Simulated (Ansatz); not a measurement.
System: PbSe, space group Fm-3m (No. 225) (one of a set of cubic test structures, which need not be the stable phase).

Method: equation of state of a cubic crystal from periodic Kohn-Sham density functional theory without spin, third-order Birch-Murnaghan fit to the free energies; pressure corrected for the finite basis (Ansatz 0.2.0 development build). Level: HSE06, no spin-orbit coupling.

- structure type: rock salt
- atoms in cell: 2
- space group number: 225
- lattice centring: face-centred primitive
- k mesh: 4×4×4
- occupation method: Fermi–Dirac
- occupation width: 0.05 eV
- wave cutoff: 420 eV
- datasets: soft-1 PAW
- density tolerance: 0 eV
- bands: 19
- density cutoff ratio: 4
- search for lower states: default
- exchange singularity: Wigner-Seitz

Predict the energy above the lowest point and pressure against volume. The volume takes the values 27.54, 28.44, 29.34, 30.23, 31.13 Å³/atom.

A third-order Birch–Murnaghan fit gives V0 = 29.40 Å³/atom, B0 = 50.7 GPa and B′ = 4.4. The energy above the lowest point is 20.8 meV/atom at volume 27.54 Å³/atom and 14.6 meV/atom at 31.13 Å³/atom; the lowest computed point is at volume 29.34 Å³/atom (0.0 meV/atom), and no other minimum shows. The pressure falls from 3.812 GPa at volume 27.54 Å³/atom to −2.572 GPa at 31.13 Å³/atom, and changes sign near 29.40 Å³/atom.

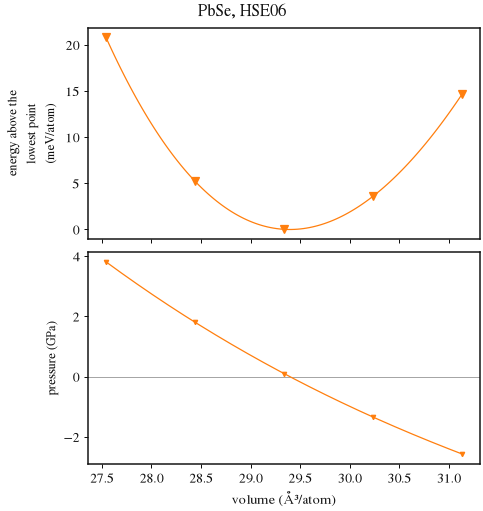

Limits of the calculation: modest k-mesh, values are not fully converged in k; no spin-orbit coupling with 6p elements.
